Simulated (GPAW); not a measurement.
System: layered hexagonal BN, space group P6_3/mmc (No. 194), 4 atoms in the cell.

```
N B
1.0
     2.49824    0.00000    0.00000
    -1.24912    2.16354    0.00000
     0.00000    0.00000    6.63570
N B
2 2
Direct
  0.66667 0.33333 0.25000
  0.33333 0.66667 0.75000
  0.66667 0.33333 0.75000
  0.33333 0.66667 0.25000
```

Computed with GPAW 26.7.0: PBEsol, PAW data sets generated in the run's folder for this functional, no spin polarisation, no spin-orbit coupling, 10×10×4 k mesh, 800 eV cutoff, Fermi-Dirac smearing of 0.05 eV.

What will the band structure look like? The path is Γ–M–K–Γ–A–L–H–A|L–M|K–H.

An insulator. The gap along this path is 4.14 eV and indirect, from the valence-band top between K and Γ to the conduction-band bottom at M; the smallest direct gap is 4.60 eV, at H. At H the top valence band lies only 0.05 eV lower. The direct gaps are 4.62 eV at M, 8.77 eV at A and 4.91 eV at K.

LDA, GGA and most meta-GGA functionals understate gaps.

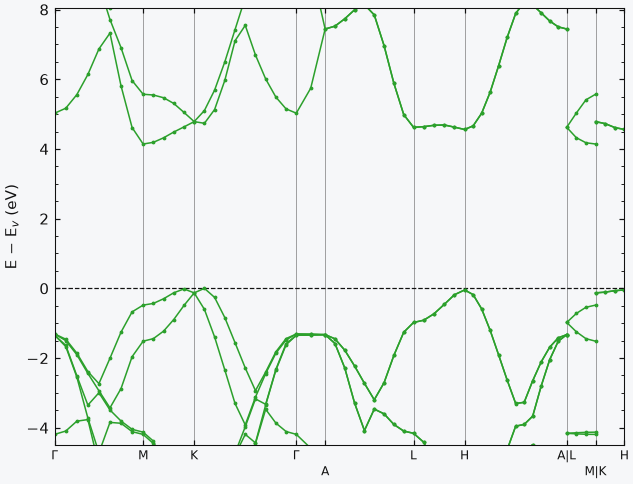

Band structure. Energies are counted from the top of the valence band.
